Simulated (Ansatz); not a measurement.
**Al: a changed input and its effect**

System: Al (P-1, 1 atom in the cell).
Method of the first run: Kohn-Sham DFT of a periodic cell, RPBE with D4, Ansatz PAW, no spin polarisation (Ansatz 0.2.0).

The structure derives from an entry of the Crystallography Open Database. Text and figures count atoms from 1; the logs count them from 0 in places.

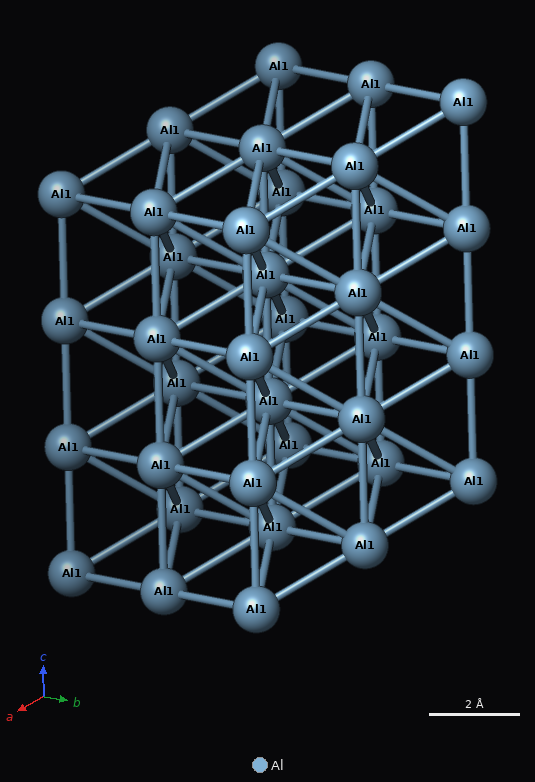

Fig. 1: The starting structure (ball-and-stick view of the reduced cell, repeated 2 × 2 × 3, seen at an oblique angle; atoms are numbered from 1 in the order of the input).

### The input, the first run
```yaml
crystal:
  lattice:
    - [-0.02045521, 1.97065405, 2.04383284]
    - [2.00265691, 0.00996627, 2.01341136]
    - [2.05929448, 1.99687013, -0.04667129]
  atoms:
    - { symbol: Al, position: [0.0, 0.0, 0.0] }
hamiltonian:
  xc: rpbe
  pseudopotentials: { kind: paw }
  dispersion: d4
kpoints:
  mp_grid: { grid: [11, 11, 11] }
scf:
  occupations: { method: fermi_dirac, width: 0.05 }
output:
  forces: true
  stress: true
  eigenvalues: true
  write_density: true
  write_potential: true
  elf: true
  volumetric_format: npy
relax:
  f_tol: 0.01
  max_steps: 40
  cell: { stress_tol: 0.05 }
```

Launched with:
```bash
ansatz run input.yaml --threads 2 --pin off --max-ram 5632MiB --backend cpu --events-out ev --progress --plain --runs-dir out
```

Hardware: 2 threads of Intel Xeon @ 2.50GHz (Skylake/Cascade Lake), 189 GiB of memory available, shared host.

### Output, shortened to warnings, some set-up lines, iterations and results (the first run)
```
Basis set: ecut = 420 eV, 327 PW (Γ), exchange–correlation on 40×40×40 points (8 copies of the dense FFT grid, shifted against one another)
Symmetry: 2 space group operations
k-points: 666 of 1331
Initial density: superposition of atomic densities (neutral atoms: chi_scale 0, normalization atom), corrected by the library's trained network
[...]
SCF iter   1: F=—  HF=-541.102552 eV  |F-HF|=—  |Δ(HF+E_count)|=         —  Δρ=1.83e-3  dr2=5.35e-4  ethr=1.77e-3  ⟨swp⟩=4.5  Hψ=34369  notcnv=0
SCF iter   2: F=—  HF=-541.102427 eV  |F-HF|=—  |Δ(HF+E_count)|=   1.25e-4  Δρ=8.68e-4  dr2=1.19e-4  ethr=1.78e-5  ⟨swp⟩=1.1  Hψ=9389  notcnv=0  defer=4
SCF iter   3: F=—  HF=-541.102402 eV  |F-HF|=—  |Δ(HF+E_count)|=   2.48e-5  Δρ=2.29e-5  dr2=8.29e-8  ethr=3.96e-6  ⟨swp⟩=1.9  Hψ=4702  notcnv=0  defer=4
SCF iter   4: F=—  HF=-541.102433 eV  |F-HF|=—  |Δ(HF+E_count)|=   3.10e-5  Δρ=3.40e-6  dr2=1.23e-9  ethr=2.76e-9  ⟨swp⟩=2.0  Hψ=4836  notcnv=0  defer=4
SCF iter   5: F=-541.102433 eV  HF=-541.102433 eV  |F-HF|=1.31e-11  |Δ(HF+E_count)|=   1.21e-9  Δρ=3.86e-7  dr2=1.71e-11  ethr=4.11e-11  ⟨swp⟩=1.0  Hψ=3782  notcnv=0  defer=4
[... 78 lines ...]
SCF iter   1: F=—  HF=-541.122829 eV  |F-HF|=—  |Δ(HF+E_count)|=         —  Δρ=1.47e-6  dr2=1.72e-10  ethr=2.13e-9  ⟨swp⟩=3.1  Hψ=46708  notcnv=0
SCF iter   2: F=—  HF=-541.122848 eV  |F-HF|=—  |Δ(HF+E_count)|=   1.94e-5  Δρ=6.58e-7  dr2=1.60e-11  ethr=5.73e-12  ⟨swp⟩=2.0  Hψ=5042  notcnv=0
SCF iter   3: F=-541.122848 eV  HF=-541.122848 eV  |F-HF|=1.71e-11  |Δ(HF+E_count)|=  4.47e-11  Δρ=3.47e-7  dr2=4.32e-12  ethr=1.00e-12  ⟨swp⟩=4.8  Hψ=14556  notcnv=0
SCF 15 converged in 3 iterations: F = -541.122848 eV  dr2 = 4.32e-12
relax step  15: F+E_penalty+E_count = -541.12284832 eV  Δ(F+E_penalty+E_count) = +5.040e-6 eV  max|allowed force component| = 0.000e0 eV/Å  Δτ_max = 0.0000 Å  P = +0.012 GPa  …
basis re-selected at this cell: Δ(F+E_penalty+E_count) = +5.040e-6 eV, ΔP = -0.000 GPa vs the last step (what re-selecting the basis moved, of the pressure what is left beyond the Pulay correction that the steps carried, after the strain that the cell walked since its last selection, with what the …
SCF converged after 3 iterations
Free energy (F): -541.122848 eV
Harris-Foulkes:  -541.122848 eV  (|F-HF|=1.71e-11)
Internal energy: -541.119627 eV  (E = F + TS)
E sigma→0 (E₀):  -541.121238 eV
Entropy (-TS):   -0.003221 eV (-3.221 meV/atom)
Fermi energy:    8.634279 eV
--- Per-component energies (eV) ---
  E_band       = 12.162113
  E_kinetic    = 23.638281
  E_local      = 11.030509  (includes V_loc(G=0)·N_el)
  E_nonlocal   = 10.091967
  E_hartree    = 0.120933
  E_xc         = -40.213307
  E_vxc        = -29.338448  (∫ρ·V_xc dr)
  E_paw        = -470.181189  (= ΣΔE_a)
  E_vpaw       = -3.502062  (= ΣTr[D̂ρ^β])
  E_aug_tail   = -0.000001  (compensation charges beyond the density's cutoff)
  E_ewald      = -74.895131
  E_disp       = -0.694427  (pairwise vdW)
  E_core_change = -0.017261  (= ΣΔE_core)
  E_smearing   = -0.003221  (= −TS)
  E_closure    = 0.000000  (closes the sum)
  Σ components = -541.122848   (vs F -541.122848, Δ=0.00e0)
--- Forces (eV/Å), atoms counted from 1 ---
  atom   1  Al     0.00000000     0.00000000     0.00000000
  max |Σ_I F_I| component: 0.00e0 eV/Å
--- Stress (GPa, compression-positive) ---
        0.008415      -0.000538       0.023160
       -0.000538       0.016211      -0.000905
        0.023160      -0.000905       0.011130
  P = ⅓ Tr σ = 0.0119 GPa (0.119 kbar)
--- Relaxed structure (13 steps of the walk, 10 accepted, 2 SCFs on fresh bases) ---
  F+E_penalty+E_count = -541.12284832 eV   max|allowed force component| = 0.000e0 eV/Å   (the final SCF, on the basis selected at the relaxed cell)
  cell:  # Å, volume = 15.6038 Å³
    - [-0.013727768806602352, 1.989924425439768, 1.9898469829724625]
    - [1.9761851663826482, 6.364484614355612e-5, 1.9761980602219962]
    - [1.9771590056502213, 1.9763889964108823, -0.0009068136387197154]
  atoms:
    - { symbol: Al, position: [0.0, 0.0, 0.0] }
```

For the second run the input was changed thus:
```diff
-  xc: rpbe
+  xc: revpbe
-  write_density: true
-  write_potential: true
-  elf: true
-  volumetric_format: npy
```

What does this change do to the results?

The total energies belong to different methods, so their difference says nothing on which is more stable or more accurate. The volume per atom goes from 15.60 to 15.66 Å³. The functional changes from RPBE to revPBE. The SCF takes 72 iterations over all geometry steps against 58.

### Output, shortened to warnings, some set-up lines, iterations and results (the second run)
```
Basis set: ecut = 420 eV, 327 PW (Γ), exchange–correlation on 40×40×40 points (8 copies of the dense FFT grid, shifted against one another)
Symmetry: 2 space group operations
k-points: 666 of 1331
Initial density: superposition of atomic densities (neutral atoms: chi_scale 0, normalization atom), corrected by the library's trained network
[...]
SCF iter   1: F=—  HF=-540.188639 eV  |F-HF|=—  |Δ(HF+E_count)|=         —  Δρ=1.49e-3  dr2=3.46e-4  ethr=1.77e-3  ⟨swp⟩=4.6  Hψ=34530  notcnv=0
SCF iter   2: F=—  HF=-540.188567 eV  |F-HF|=—  |Δ(HF+E_count)|=   7.14e-5  Δρ=7.07e-4  dr2=7.75e-5  ethr=1.15e-5  ⟨swp⟩=1.2  Hψ=9485  notcnv=0  defer=5
SCF iter   3: F=—  HF=-540.188582 eV  |F-HF|=—  |Δ(HF+E_count)|=   1.45e-5  Δρ=2.14e-5  dr2=7.57e-8  ethr=2.58e-6  ⟨swp⟩=1.8  Hψ=4622  notcnv=0  defer=5
SCF iter   4: F=-540.188582 eV  HF=-540.188582 eV  |F-HF|=1.31e-9  |Δ(HF+E_count)|=   9.43e-9  Δρ=3.65e-6  dr2=1.48e-9  ethr=2.52e-9  ⟨swp⟩=1.3  Hψ=3977  notcnv=0  defer=5
SCF iter   5: F=-540.188582 eV  HF=-540.188582 eV  |F-HF|=7.62e-12  |Δ(HF+E_count)|=   1.36e-9  Δρ=3.02e-7  dr2=1.02e-11  ethr=4.93e-11  ⟨swp⟩=1.0  Hψ=3791  notcnv=0  defer=5
[... 100 lines ...]
SCF iter   1: F=—  HF=-540.207022 eV  |F-HF|=—  |Δ(HF+E_count)|=         —  Δρ=6.73e-6  dr2=7.10e-10  ethr=2.22e-9  ⟨swp⟩=3.2  Hψ=46880  notcnv=0
SCF iter   2: F=—  HF=-540.207039 eV  |F-HF|=—  |Δ(HF+E_count)|=   1.76e-5  Δρ=3.38e-6  dr2=1.63e-10  ethr=2.37e-11  ⟨swp⟩=2.0  Hψ=5047  notcnv=0
SCF iter   3: F=-540.207039 eV  HF=-540.207039 eV  |F-HF|=4.75e-11  |Δ(HF+E_count)|=   1.86e-9  Δρ=5.41e-7  dr2=5.82e-12  ethr=1.00e-12  ⟨swp⟩=3.4  Hψ=16084  notcnv=0
SCF 19 converged in 3 iterations: F = -540.207039 eV  dr2 = 5.82e-12
relax step  19: F+E_penalty+E_count = -540.20703918 eV  Δ(F+E_penalty+E_count) = -7.729e-7 eV  max|allowed force component| = 0.000e0 eV/Å  Δτ_max = 0.0000 Å  P = +0.030 GPa  …
basis re-selected at this cell: Δ(F+E_penalty+E_count) = -7.729e-7 eV, ΔP = +0.000 GPa vs the last step (what re-selecting the basis moved, of the pressure what is left beyond the Pulay correction that the steps carried, after the strain that the cell walked since its last selection, with what the …
SCF converged after 3 iterations
Free energy (F): -540.207039 eV
Harris-Foulkes:  -540.207039 eV  (|F-HF|=4.75e-11)
Internal energy: -540.203835 eV  (E = F + TS)
E sigma→0 (E₀):  -540.205437 eV
Entropy (-TS):   -0.003204 eV (-3.204 meV/atom)
Fermi energy:    8.572469 eV
--- Per-component energies (eV) ---
  E_band       = 12.009378
  E_kinetic    = 23.578814
  E_local      = 10.909673  (includes V_loc(G=0)·N_el)
  E_nonlocal   = 10.157985
  E_hartree    = 0.118711
  E_xc         = -40.158223
  E_vxc        = -29.335712  (∫ρ·V_xc dr)
  E_paw        = -469.400104  (= ΣΔE_a)
  E_vpaw       = -3.538802  (= ΣTr[D̂ρ^β])
  E_aug_tail   = -0.000001  (compensation charges beyond the density's cutoff)
  E_ewald      = -74.801800
  E_disp       = -0.594529  (pairwise vdW)
  E_core_change = -0.014361  (= ΣΔE_core)
  E_smearing   = -0.003204  (= −TS)
  E_closure    = 0.000000  (closes the sum)
  Σ components = -540.207039   (vs F -540.207039, Δ=0.00e0)
--- Forces (eV/Å), atoms counted from 1 ---
  atom   1  Al     0.00000000     0.00000000     0.00000000
  max |Σ_I F_I| component: 0.00e0 eV/Å
--- Stress (GPa, compression-positive) ---
        0.025927       0.011682       0.012647
        0.011682       0.035622      -0.011373
        0.012647      -0.011373       0.028371
  P = ⅓ Tr σ = 0.0300 GPa (0.300 kbar)
--- Relaxed structure (17 steps of the walk, 14 accepted, 2 SCFs on fresh bases) ---
  F+E_penalty+E_count = -540.20703918 eV   max|allowed force component| = 0.000e0 eV/Å   (the final SCF, on the basis selected at the relaxed cell)
  cell:  # Å, volume = 15.6623 Å³
    - [-0.013760478553540147, 1.9928337730922017, 1.9925829458478748]
    - [1.97893943177287, 1.617746430128235e-5, 1.9789487688086218]
    - [1.9792198472713078, 1.9785900296706016, -0.00026135021250427853]
  atoms:
    - { symbol: Al, position: [0.0, 0.0, 0.0] }
```

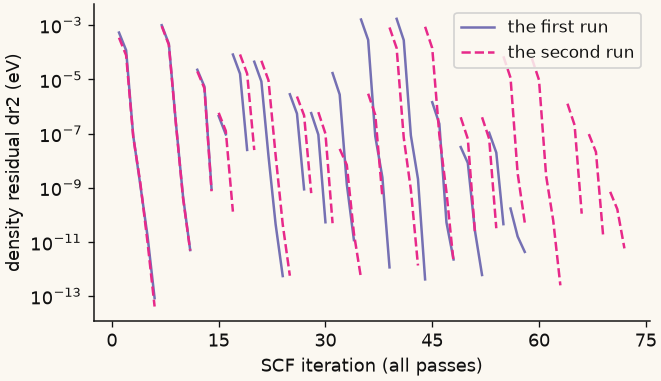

Fig. 2: Convergence of the two runs: density residual dr2 against the SCF iteration. A break in a curve parts two SCF passes. The first run takes 58 iterations in all, and the second run takes 72.

### The two runs side by side

```csv
quantity,the first run,the second run
outcome,converged,converged
free energy per atom (eV),−541.1228,−540.2070
"energy per atom, smearing taken to zero (eV)",−541.1212,−540.2054
gap on the mesh (eV),0.00,0.00
pressure (GPa),0.01,0.03
volume per atom (Å³),15.60,15.66
largest force (eV/Å),0.000,0.000
SCF iterations,58,72
irreducible k-points,666,666
wall time (shared host),82 s,1.8 min
```

For both runs: Points of doubt noted for this run: forces on files of another functional.
